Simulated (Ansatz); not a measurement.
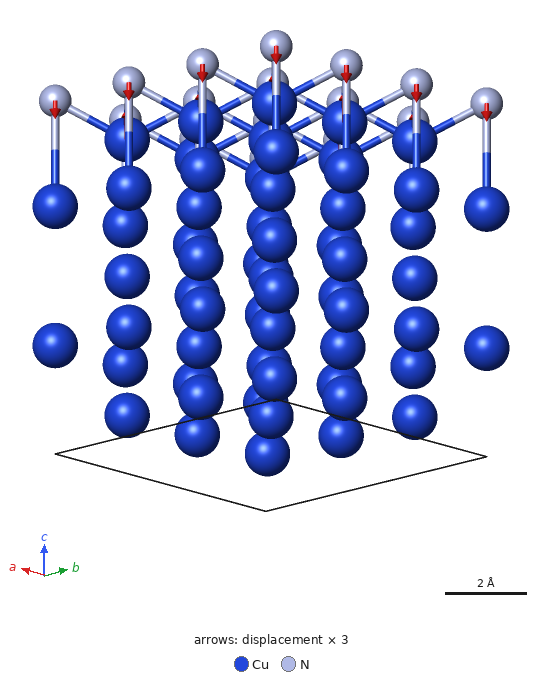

This is a constrained relaxation of a slab of composition Cu$_{5}$N (cut from the Fm-3m phase). The starting structure is drawn; red arrows show the displacements, 3 times their true length.

The picture is a ball-and-stick view of the 3 × 3 repeat of the cell, outlined in the plane, without the vacuum, seen from a free direction.

Case: N put over a Cu atom of a lower plane. The slab is the (1 0 0) face of Cu with N on it. 2 atoms are held fixed.

Level of theory: DFT PBEsol, scalar-relativistic, plane waves, PAW in Ansatz.

Input
```yaml
crystal:
  lattice:
    - [2.5196845177, 0.0, 0.0]
    - [0.0, 2.5196845177, 0.0]
    - [0.0, 0.0, 26.1267440356]
  atoms:
    - { symbol: Cu, position: [0.5, 0.5, 0.325337133] }
    - { symbol: Cu, position: [0.0, 0.0, 0.3935310881] }
    - { symbol: Cu, position: [0.5, 0.5, 0.461759551] }
    - { symbol: Cu, position: [0.0, 0.0, 0.530140543] }
    - { symbol: Cu, position: [0.5, 0.5, 0.5961312257] }
    - { symbol: "N", position: [0.0, 0.0, 0.6336406834] }
basis:
  ecutwfc: 420
kpoints:
  mp_grid: { grid: [11, 11, 1] }
hamiltonian:
  xc: pbesol
scf:
  occupations: { method: gaussian, width: 0.1 }
output:
  forces: true
  eigenvalues: true
  write_density: true
  write_potential: true
  elf: true
  volumetric_format: npy
relax:
  adjacent_minimum: "off"
  f_tol: 0.03
  max_steps: 70
  constraints: [{ sites: [0, 1] }]
efield:
  axis: 3
  dipole_correction: true
  ramp_width: 0.04
```

Run as
```bash
ansatz run input.yaml --threads 1 --pin off --max-ram 2560MiB --backend cpu --events-out ev --progress --plain --runs-dir out
```

Q: Which element moves most?

A: Copper: up to 0.27 Å, against 0.16 Å for nitrogen.

Q: What did the optimiser do to the structure, and how much energy did it gain?

A: After 4 geometry steps the energy has fallen by 0.389 eV per cell of the calculation. Largest force component: 2.1 eV/Å at the start, 0.0095 eV/Å at the end. The atom that moves furthest is Cu5 (0.27 Å along the normal (+c)). By element the largest moves are Cu 0.27 Å, N 0.16 Å. The lattice vectors keep their values. Some distances before and after: Cu4–Cu5 2.479 → 2.676 Å, Cu5–N6 2.033 → 1.864 Å, Cu4–N6 2.704 → 2.546 Å, Cu2–Cu3 2.520 → 2.531 Å. Bond angles that change, for instance: N6–Cu5–N6 122.4° → 145.7°, Cu5–N6–Cu5 122.4° → 145.7°, Cu5–N6–Cu5 76.6° → 85.0°. The run took 97 s on 1 thread of Intel(R) Xeon(R) 6975P-C (Granite Rapids) (shared host), peak memory 0.53 GiB.

Limits of the set-up: the periodic images lie only 2.5 Å apart, so the values are limited by the cell's size.
